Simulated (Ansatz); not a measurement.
# Si$_{2}$Ni: what the fields show

Input

```
crystal:
  lattice:
    - [0.0, 4.8282436095, 4.8282436095]
    - [4.8282436095, 0.0, 4.8282436095]
    - [4.8282436095, 4.8282436095, 0.0]
  atoms:
    - { symbol: Si, position: [0.125, 0.125, 0.125] }
    - { symbol: Si, position: [0.125, 0.125, 0.625] }
    - { symbol: Si, position: [0.125, 0.625, 0.125] }
    - { symbol: Si, position: [0.625, 0.125, 0.125] }
    - { symbol: Ni, position: [0.25, 0.25, 0.25] }
    - { symbol: Ni, position: [0.0, 0.0, 0.0] }
basis:
  ecutwfc: 420
kpoints:
  mp_grid: { grid: [6, 6, 6] }
hamiltonian:
  xc: pbe
scf:
  occupations: { method: gaussian, width: 0.02 }
output:
  forces: true
  stress: true
  eigenvalues: true
  write_density: true
  write_potential: true
  elf: true
  volumetric_format: npy
relax:
  adjacent_minimum: "off"
  f_tol: 0.01
  max_steps: 80
  cell: { stress_tol: 0.05 }
```

Run with:

```sh
ansatz run input.yaml --threads 1 --pin off --max-ram 2560MiB --backend cpu --events-out ev --progress --plain --runs-dir out
```

Below, planes, directions and counts refer to the conventional cell (a = 9.66 Å, b = 9.66 Å, c = 9.66 Å, α = 90.00°, β = 90.00°, γ = 90.00°).

The fields are those of the relaxed geometry.

Space group Fd-3m; a structure generated by program, which may or may not match a known phase; computed without spin polarisation.

Computed with DFT PBE, scalar-relativistic, plane waves, PAW in Ansatz.

In a PAW calculation such maps are meaningful between the atoms, not at the nuclei.

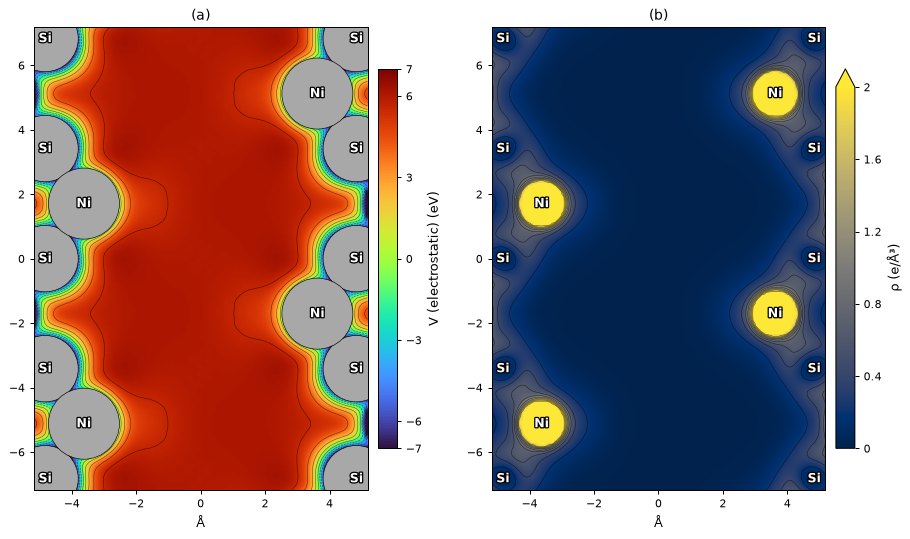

Figure 1. (a) electrostatic potential (local pseudopotential plus Hartree) felt by an electron; (b) valence pseudo-density on the (101) plane of the conventional cell. Grey discs cover the atomic cores in the potential map.

Interpret the plot.

The plane passes through Si and Ni nuclei.
Si–Ni (2.09 Å): ρ at the midpoint is about 0.7 e/Å³.
The density dies away to nearly zero in the voids.
Outside the cores the potential energy rises away from the atoms and is highest about 2.2 Å from the nearest atoms; its zero is arbitrary.

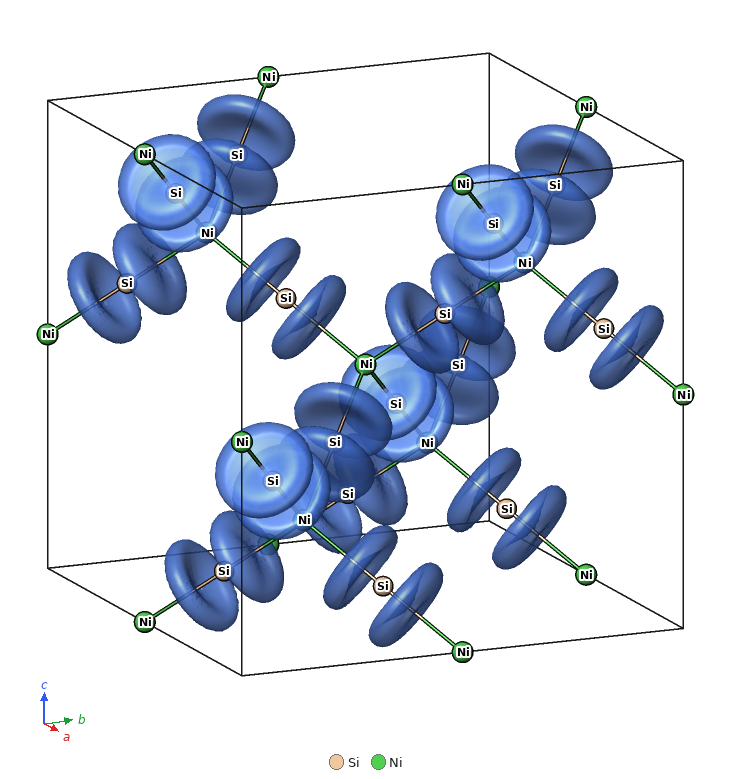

Figure 2. Isosurface of the ELF at 0.75 (blue), seen slightly off an axis. Only the valence region is drawn (cores and ρ < 0.01 e/Å³ removed). Sticks mark near contacts.

Where are the electrons localised?

The surface consists of 32 lobes of the valence shell of Si pointing towards Ni (polar bonds), counted in one cell of 24 atoms. Any copies at cell faces, edges or corners count once.


Si–Ni (2.09 Å): the ELF peaks at about 0.80 in the valence shell of Si, 0.8 Å from its nucleus, and is about 0.50 at the midpoint.

Metal or insulator at this level of theory?

It is gapped, with a Kohn–Sham gap of 1.1 eV on the k-point mesh (the band edges may lie off the mesh, which would make the gap smaller).
